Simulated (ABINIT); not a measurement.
## BAs2: positron calculation (part 2 of 2)

The same run, continued: BAs2 (P-3m1, 3 atoms in the cell); Kohn-Sham DFT of a periodic cell, PBE, JTH PAW PBE v2.0, no spin polarisation (ABINIT 10.8.3); cutoff 353.75 eV, 8×8×2 k-mesh, fermi-dirac of 0.05 eV. The structure was made by swapping elements on the sites of another compound; it need not be a known phase.

Geometry of the input (Å; fractional positions):
```
2.6396  0.0000  0.0000
-1.3198  2.2859  0.0000
0.0000  0.0000  12.2547
B  0.0000  0.0000  0.0000
As 0.6667  0.3333  0.9196
As 0.3333  0.6667  0.0804
```

### What the program printed, continued
```
 cartesian forces (eV/Angstrom) at end:
    1      0.00000000000000    -0.00000000000000     0.00000000000000
    2     -0.00000000000000     0.00000000000000   -14.76894092573780
    3      0.00000000000000     0.00000000000000    14.76894092573780
 frms,max,avg= 6.9621455E+00 1.4768941E+01   0.000E+00  0.000E+00  0.000E+00 e/A
 length scales=  1.000000000000  1.000000000000  1.000000000000 bohr
              =  0.529177210544  0.529177210544  0.529177210544 angstroms
 Fermi (or HOMO) energy (hartree) =   0.11641   Average Vxc (hartree)=  -0.22124
 Eigenvalues (hartree) for nkpt=  20  k points:
 kpt#   1, nband= 21, wtk=  0.00781, kpt=  0.0000  0.0000  0.0000 (reduced coord)
  -1.25699   -1.25699   -1.25558   -1.25558   -1.25500   -1.25369   -1.25314   -1.25314
  -1.24953   -1.24953   -0.73469   -0.49292   -0.19315    0.02020    0.06117    0.06117
   0.22278    0.24321    0.24321    0.27912    0.32412
      occupation numbers for kpt#   1
   2.00000    2.00000    2.00000    2.00000    2.00000    2.00000    2.00000    2.00000
   2.00000    2.00000    2.00000    2.00000    2.00000    2.00000    2.00000    2.00000
   0.00000    0.00000    0.00000    0.00000    0.00000
 prteigrs : prtvol=0 or 1, do not print more k-points.

--- !EnergyTerms
iteration_state     : {dtset: 1, }
comment             : Components of total free energy in Hartree
kinetic             :  1.12093578533873E+01
hartree             :  3.45698209917347E+02
xc                  : -5.99256183851785E+00
Ewald energy        :  1.65146826702285E+02
psp_core            :  3.37708608340909E+00
local_psp           : -7.46619799616100E+02
PAW spherical_terms : -3.04811421689423E+00
internal            : -2.30228995115085E+02
'-kT*entropy'       : -6.36083753303676E-04
total_energy        : -2.30229631198838E+02
total_energy_eV     : -6.26486741982134E+03
...

--- !EnergyTermsDC
iteration_state     : {dtset: 1, }
comment             : '"Double-counting" decomposition of free energy'
band_energy         : -2.80078778523333E+01
Ewald energy        :  1.65146826702285E+02
psp_core            :  3.37708608340909E+00
xc_dc               : -3.43980299205919E+02
PAW spherical_terms : -2.67647299569863E+01
internal            : -2.30228994229545E+02
'-kT*entropy'       : -6.36083753303676E-04
total_energy_dc     : -2.30229630313299E+02
total_energy_dc_eV  : -6.26486739572458E+03
...

--- !EnergyTermsWithPAWCore
iteration_state     : {dtset: 1, }
comment             : 'Components of total free energy, including PAW core contributions'
Total energy        : -4.54643363132921E+03
Total energy DC     : -4.54643363044367E+03
Total energy (eV)   : -1.23714761583817E+05
Total energy DC (eV): -1.23714761559720E+05
...

 Cartesian components of stress tensor (hartree/bohr^3)
  sigma(1 1)= -2.41354323E-03  sigma(3 2)=  0.00000000E+00
  sigma(2 2)= -2.41354322E-03  sigma(3 1)=  0.00000000E+00
  sigma(3 3)= -2.14132491E-03  sigma(2 1)=  0.00000000E+00

-Cartesian components of stress tensor (GPa)         [Pressure=  6.8339E+01 GPa]
- sigma(1 1)= -7.10088934E+01  sigma(3 2)=  0.00000000E+00
- sigma(2 2)= -7.10088932E+01  sigma(3 1)=  0.00000000E+00
- sigma(3 3)= -6.29999540E+01  sigma(2 1)=  0.00000000E+00

================================================================================
== DATASET  2 ==================================================================

--- !DatasetInfo
iteration_state: {dtset: 2, }
dimensions: {natom: 3, nkpt: 1, mband: 1, nsppol: 1, nspinor: 1, nspden: 1, mpw: 544, }
cutoff_energies: {ecut:  13.0, pawecutdg:  26.0, }
electrons: {nelect:   1.00000000E+00, charge:   0.00000000E+00, occopt:   2.00000000E+00, tsmear:   1.00000000E-02, }
meta: {optdriver: 0, ionmov: 0, optcell: 0, iscf: 17, paral_kgb: 0, }
...

 mkfilename : getden/=0, take file _DEN from output of DATASET   1.

 Exchange-correlation functional for the present dataset will be:
  GGA: Perdew-Burke-Ernzerhof functional - ixc=11
  J.P.Perdew, K.Burke, M.Ernzerhof, PRL 77, 3865 (1996)

 Real(R)+Recip(G) space primitive vectors, cartesian coordinates (Bohr,Bohr^-1):
 R(1)=  4.9880625  0.0000000  0.0000000  G(1)=  0.2004786  0.1157464  0.0000000
 R(2)= -2.4940312  4.3197888  0.0000000  G(2)=  0.0000000  0.2314928  0.0000000
 R(3)=  0.0000000  0.0000000 23.1580759  G(3)=  0.0000000  0.0000000  0.0431815
 Unit cell volume ucvol=  4.9899578E+02 bohr^3
 Angles (23,13,12)=  9.00000000E+01  9.00000000E+01  1.20000000E+02 degrees

 Coarse grid specifications (used for wave-functions):

 getcut: wavevector=  0.0000  0.0000  0.0000  ngfft=  18  18  80
         ecut(hartree)=     13.000   => boxcut(ratio)=   2.12839

 Fine grid specifications (used for densities):

 getcut: wavevector=  0.0000  0.0000  0.0000  ngfft=  24  24 108
         ecut(hartree)=     26.000   => boxcut(ratio)=   2.03175

--- Pseudopotential description ------------------------------------------------
- pspini: atom type   1  psp file is ./B.GGA_PBE-JTH.xml
 Pseudopotential format is: paw10
 basis_size (lnmax)=  4 (lmn_size=  8), orbitals=   0   0   1   1
 Spheres core radius: rc_sph= 1.70616958
 Shapefunction is SIN type: shapef(r)=[sin(pi*r/rshp)/(pi*r/rshp)]**2
 Radius for shape functions =  1.40269776
 Compensation charge density is not taken into account in XC energy/potential

- pspini: atom type   2  psp file is ./As.GGA_PBE-JTH.xml
 Pseudopotential format is: paw10
 basis_size (lnmax)=  6 (lmn_size= 18), orbitals=   0   0   1   1   2   2
 Spheres core radius: rc_sph= 2.10391912
 Shapefunction is BESSEL type: shapef(r,l)=aa(1,l)*jl(q(1,l)*r)+aa(2,l)*jl(q(2,l)*r)
 Radius for shape functions =  1.70360438
 Compensation charge density is not taken into account in XC energy/potential

--------------------------------------------------------------------------------

================================================================================

--- !BeginCycle
iteration_state: {dtset: 2, }
solver: {iscf: 17, nstep: 80, nline: 10, wfoptalg: 10, }
tolerances: {toldfe: 1.00E-07, }
...

     iter   Etot(hartree)      deltaE(h)  residm     nres2
 ETOT  1  -230.67215837453    -2.307E+02 5.657E-02 1.973E-01
 ETOT  2  -230.73543971153    -6.328E-02 7.291E-02 3.057E-01
 ETOT  3  -230.73597671309    -5.370E-04 8.120E-05 2.676E-01
 ETOT  4  -230.73597673426    -2.117E-08 2.719E-11 8.141E-02
 ETOT  5  -230.73597673425     6.906E-12 2.405E-14 3.758E-01

 At SCF step    5, etot is converged :
  for the second time, diff in etot=  6.906E-12 < toldfe=  1.000E-07

--- !ResultsGS
iteration_state: {dtset: 2, }
comment   : Summary of ground state results
lattice_vectors:
- [  4.9880625,   0.0000000,   0.0000000, ]
- [ -2.4940312,   4.3197888,   0.0000000, ]
- [  0.0000000,   0.0000000,  23.1580759, ]
lattice_lengths: [   4.98806,    4.98806,   23.15808, ]
lattice_angles: [ 90.000,  90.000, 120.000, ] # degrees, (23, 13, 12)
lattice_volume:   4.9899578E+02
convergence: {deltae:  6.906E-12, res2:  3.758E-01, residm:  2.405E-14, diffor:  0.000E+00, }
etotal    :  -2.30735977E+02
entropy   :   0.00000000E+00
fermie    :  -5.06346421E-01
cartesian_stress_tensor: null
pressure_GPa: null
xred      :
- [  0.0000E+00,   0.0000E+00,   0.0000E+00,  B]
- [  6.6667E-01,   3.3333E-01,   9.1957E-01, As]
- [  3.3333E-01,   6.6667E-01,   8.0435E-02, As]
cartesian_forces: null
force_length_stats: {min: null, max: null, mean: null, }
...

 Integrated electronic density in atomic spheres:
 ------------------------------------------------
 Atom  Sphere_radius  Integrated_density
    1        1.70617          0.00000537
    2        2.10392          0.00030012
    3        2.10392          0.00030012

--------------------------------------------------------------------------------
 Results for electron-positron annihilation:

2 computations of positron lifetime have been performed (with different enhancement factors).

########## Lifetime computation 1

 # Zero-positron density limit of Arponen and Pajanne provided by Boronski & Nieminen
   Ref.: Boronski and R.M. Nieminen, Phys. Rev. B 34, 3820 (1986)
 # Enhancement factor of Boronski & Nieminen
   Ref.: Boronski and R.M. Nieminen, Phys. Rev. B 34, 3820 (1986)

 Positron lifetime                         (ps)   =  5.51770623E+03
 Positron lifetime with IPM for core elec. (ps)   =  5.52635180E+03
 Annihilation rate                         (ns-1) =  1.81234730E-01
 Annihilation rate with IPM for core elec. (ns-1) =  1.80951202E-01

 Annihilation rate core/valence decomposition:
   Core    contribution to ann.rate          (ns-1) =  1.83609993E-03
   Valence contribution to ann.rate          (ns-1) =  1.79398630E-01
   Core    contribution to ann.rate with IPM (ns-1) =  1.47217935E-03
   Valence contribution to ann.rate with IPM (ns-1) =  1.79479023E-01

 Annihilation rate PAW decomposition:
   Plane-wave contribution to ann.rate          (ns-1) =  1.79064656E-01
   Plane-wave valence contribution to ann.rate  (ns-1) =  1.79014900E-01
   On-site core contribution to ann.rate        (ns-1) =  1.78634436E-03
   On-site valence contribution to ann.rate     (ns-1) =  3.83730034E-04
   Plane-wave contribution to ann.rate with IPM (ns-1) =  1.79045059E-01
   Plane-wave core contrb. to ann.rate with IPM (ns-1) =  1.69936424E-05

########## Lifetime computation 2

 # Zero-positron density limit of Arponen and Pajanne provided by Boronski & Nieminen
   Ref.: Boronski and R.M. Nieminen, Phys. Rev. B 34, 3820 (1986)
 # Enhancement factor of Boronski & Nieminen IN THE RPA LIMIT
   Ref.: Boronski and R.M. Nieminen, Phys. Rev. B 34, 3820 (1986)

 Positron lifetime                         (ps)   =  1.35345330E+03
 Positron lifetime with IPM for core elec. (ps)   =  1.35397253E+03
 Annihilation rate                         (ns-1) =  7.38850762E-01
 Annihilation rate with IPM for core elec. (ns-1) =  7.38567420E-01

 Annihilation rate core/valence decomposition:
   Core    contribution to ann.rate          (ns-1) =  1.85158094E-03
   Valence contribution to ann.rate          (ns-1) =  7.36999182E-01
   Core    contribution to ann.rate with IPM (ns-1) =  1.47217935E-03
   Valence contribution to ann.rate with IPM (ns-1) =  7.37095240E-01

 Annihilation rate PAW decomposition:
   Plane-wave contribution to ann.rate          (ns-1) =  7.36680693E-01
   Plane-wave valence contribution to ann.rate  (ns-1) =  7.36615460E-01
   On-site core contribution to ann.rate        (ns-1) =  1.78634798E-03
   On-site valence contribution to ann.rate     (ns-1) =  3.83721425E-04
   Plane-wave contribution to ann.rate with IPM (ns-1) =  7.36661281E-01
   Plane-wave core contrb. to ann.rate with IPM (ns-1) =  1.69936424E-05

      (*) IPM=Independent particle Model

================================================================================

 ----iterations are completed or convergence reached----

 Mean square residual over all n,k,spin=   24.054E-15; max=  24.054E-15
 reduced coordinates (array xred) for    3 atoms
       0.000000000000      0.000000000000      0.000000000000
       0.666666666667      0.333333333333      0.919565140000
       0.333333333333      0.666666666667      0.080434860000
 rms dE/dt=  0.0000E+00; max dE/dt=  0.0000E+00; dE/dt below (all hartree)
    1       0.000000000000      0.000000000000      0.000000000000
    2       0.000000000000      0.000000000000      0.000000000000
    3       0.000000000000      0.000000000000      0.000000000000

 cartesian coordinates (angstrom) at end:
    1      0.00000000000000     0.00000000000000     0.00000000000000
    2      1.31978449000000     0.76197793000000    11.26901882985163
    3      0.00000000000000     1.52395586000000     0.98570717014836
 length scales=  1.000000000000  1.000000000000  1.000000000000 bohr
              =  0.529177210544  0.529177210544  0.529177210544 angstroms
 Fermi (or HOMO) energy (hartree) =  -0.50635   Average Vxc (hartree)=  -0.29581
 Eigenvalues (hartree) for nkpt=   1  k points:
 kpt#   1, nband=  1, wtk=  1.00000, kpt=  0.0000  0.0000  0.0000 (reduced coord)
  -0.50635

--- !EnergyTerms
iteration_state     : {dtset: 2, }
comment             : Components of total free energy in Hartree
kinetic             :  1.55239707359120E-02
local_psp           : -1.59123165481100E+01
PAW spherical_terms : -4.32288745793192E-03
positronic          : -1.59011154648320E+01
electronic          : -2.30229630313299E+02
electron_positron_interaction:  1.54356345305909E+01
total_energy        : -2.30695111247540E+02
total_energy_eV     : -6.27753377721636E+03
...

--- !EnergyTermsDC
iteration_state     : {dtset: 2, }
comment             : '"Double-counting" decomposition of free energy'
band_energy         : -5.06346420955864E-01
PAW spherical_terms :  0.00000000000000E+00
electron_positron_dc: -1.54356345305906E+01
positronic          : -1.59419809515465E+01
electronic          : -2.30229630313299E+02
electron_positron_interaction:  1.54356345305909E+01
total_energy_dc     : -2.30735976734254E+02
total_energy_dc_eV  : -6.27864578375947E+03
...

== END DATASET(S) ==============================================================
================================================================================

 -outvars: echo values of variables after computation  --------
            acell      1.0000000000E+00  1.0000000000E+00  1.0000000000E+00 Bohr
           etotal1    -2.3022963031E+02
           etotal2    -2.3073597673E+02
            fcart1     4.6064457712E-27 -7.9785981241E-27  1.8503717077E-17
                      -9.2128915424E-27  0.0000000000E+00 -2.8721017339E-01
                       4.6064457712E-27  7.9785981241E-27  2.8721017339E-01
            fcart2     9.9999999999E+99  9.9999999999E+99  9.9999999999E+99
                       9.9999999999E+99  9.9999999999E+99  9.9999999999E+99
                       9.9999999999E+99  9.9999999999E+99  9.9999999999E+99
            rprim      4.9880624626E+00  0.0000000000E+00  0.0000000000E+00
                      -2.4940312313E+00  4.3197888051E+00  0.0000000000E+00
                       0.0000000000E+00  0.0000000000E+00  2.3158075888E+01
           strten1    -2.4135432284E-03 -2.4135432219E-03 -2.1413249130E-03
                       0.0000000000E+00  0.0000000000E+00  0.0000000000E+00
           strten2     9.9999999999E+99  9.9999999999E+99  9.9999999999E+99
                       9.9999999999E+99  9.9999999999E+99  9.9999999999E+99
           xangst      0.0000000000E+00  0.0000000000E+00  0.0000000000E+00
                       1.3197844900E+00  7.6197793000E-01  1.1269018830E+01
                       1.4699307014E-16  1.5239558600E+00  9.8570717015E-01
             xred      0.0000000000E+00  0.0000000000E+00  0.0000000000E+00
                       6.6666666667E-01  3.3333333333E-01  9.1956514000E-01
                       3.3333333333E-01  6.6666666667E-01  8.0434860000E-02
 Calculation completed.
```

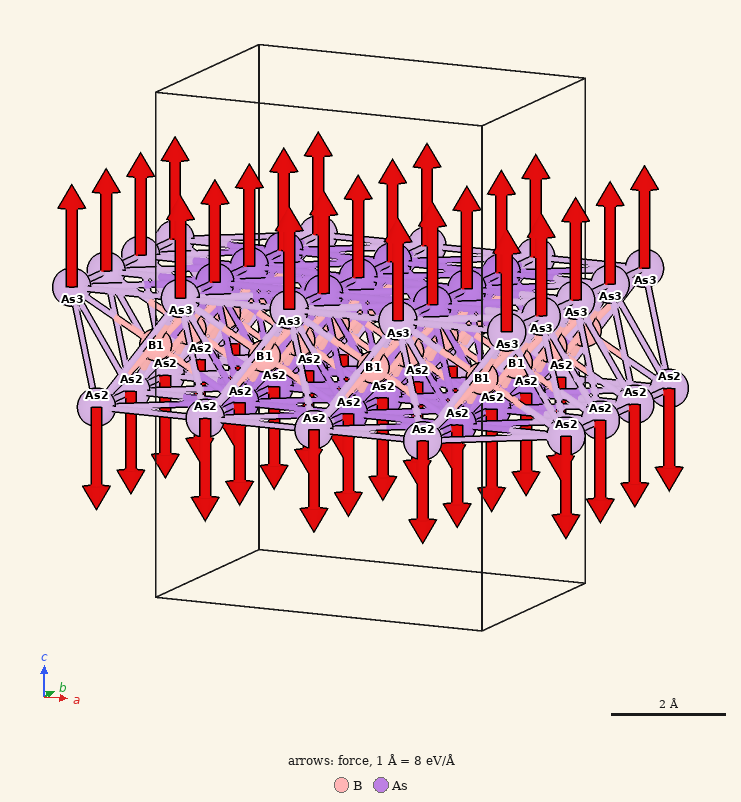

*Forces on the atoms as red arrows (ball-and-stick view of the 3 × 3 repeat of the cell, with the vacuum cut short, seen slightly off an axis; neighbours outside the cell are drawn fainter; atoms are numbered from 1 in the order of the input).*

The largest act on As2, As3 (14.77 eV/Å). The geometry is not a stationary point of this energy.

### Results in brief

| quantity | value |
| --- | --- |
| outcome | converged |
| space group (tolerance 0.01 Å) | P-3m1 (164) |
| electrons treated | 33 |
| free energy | −6264.8674 eV |
| positron lifetime (one of the program's estimates) | 1353.5 ps |
| Fermi energy | 3.168 eV |
| gap on the k-point mesh | none (metallic) |
| pressure | 68.34 GPa |
| largest force (length of the vector) | 14.769 eV/Å |
| wall time | 53 s |
| peak memory | 0.08 GiB |

### Remarks

Settings chosen away from the usual ones: nnsclo set to 3. Points of doubt noted for this run: PAW basis incomplete for positron. The cell is under a pressure of 68 GPa at this level, so it is not at its equilibrium volume.
